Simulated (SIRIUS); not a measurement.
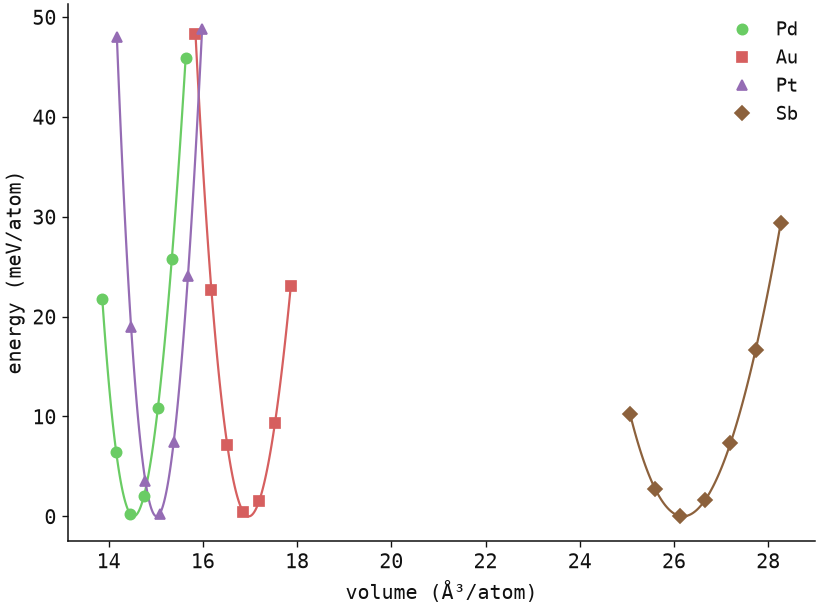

**Figure.** Energy against volume, with one curve for each element, for Au, Pd, Pt and Sb (all in space group Fm-3m (No. 225)).

Settings that differ: Pd: density cutoff 4510 eV, wave cutoff 1130 eV, k mesh 12×12×12; Au: density cutoff 4210 eV, wave cutoff 1050 eV, k mesh 11×11×11; Pt: density cutoff 4610 eV, wave cutoff 1150 eV, k mesh 12×12×12; Sb: density cutoff 4410 eV, wave cutoff 1100 eV, k mesh 10×10×10.

The fitted equilibrium volumes, smallest first, are Pd 14.531, Pt 15.019, Au 16.974, Sb 26.192 Å³/atom. The fitted bulk moduli, smallest first, are Sb 63.9, Au 176.4, Pd 206.2, Pt 287.3 GPa.

How it was computed, with SIRIUS 7.12.0: plane-wave DFT, no spin polarisation; energies at scaled volumes of the given cell, shape and fractions fixed, counted from the fit's minimum, third-order Birch-Murnaghan fit. Level: PBEsol.

```json
{"setting": "occupations", "value": "Fermi–Dirac"}
{"setting": "smearing width", "value": "0.05 eV"}
{"setting": "potentials", "value": "dojo sr pbesol 0.4.1 standard"}
```

Keep in mind: spin-orbit coupling left out, heavy elements (Au, Pt).
